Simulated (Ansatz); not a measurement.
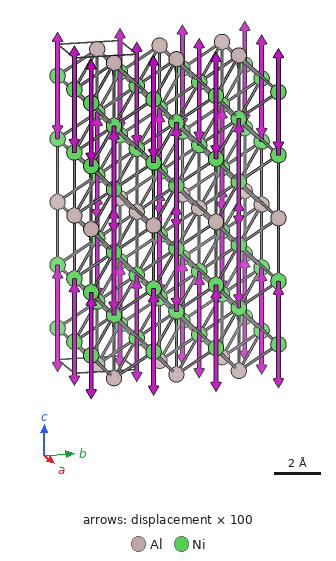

This is a relaxation of a crystal of AlNi4 (a generated structure, set up in I4/mmm) (coarse preliminary run). The starting structure is drawn; purple arrows show the displacements (the part carried along by the change of the cell is left out), 100 times their true length.

A ball-and-stick model of the conventional cell (2 times the calculation's cell), repeated 2 × 3 × 1 with one cell outlined, seen slightly off an axis. Lengths and directions refer to the drawn axes.

Method: DFT PBE, scalar-relativistic, plane waves, PAW (Ansatz 0.2.0). Set-up: plane-wave cutoff 420 eV; k-point mesh 8 × 8 × 8; occupations gaussian; smearing width 0.1 eV; collinear spin; cell and atoms relaxed; force threshold 0.04 eV/Å; at most 70 steps.

Q: Which element moves most?

A: Nickel: up to 0.048 Å, against 0.000 Å for aluminium.

Q: What did the optimiser do to the structure, and how much energy did it gain?

A: The largest moves relative to the cell, 0.048 Å, are those of Ni atoms. Al stays in place. The drawn cell changes as follows: a = b 2.816 → 2.899 Å (+2.9 %), c 14.079 → 13.508 Å (−4.1 %); the volume changes by +1.7 %. Among the contacts that change: Ni–Ni 2.816 → 2.627 Å, Al–Ni 2.816 → 2.749 Å, Ni–Ni 2.439 → 2.403 Å, Al–Ni 2.439 → 2.470 Å. The space group stays I4/mmm (No. 139). Over 4 accepted moves (6 points after the start) the energy falls by 9.4 meV per atom. The largest force component goes from 0.44 to 0.038 eV/Å. Pressure: 2.93 GPa at the start and −0.03 GPa at the end. The line search rejected the trial step at point 4 of the run. The SCF was repeated once at an unchanged geometry on a basis and grid sized afresh for the cell, which shifted the energy by 0.1 meV per atom at most. The program noted that the starting moments weren't kept. The run may lie on a higher electronic state than the lowest, so the end point isn't shown to be the ground-state structure. The run took 3.1 min on 4 threads of Intel(R) Xeon(R) Processor @ 2.70GHz (shared host), peak memory 0.58 GiB.
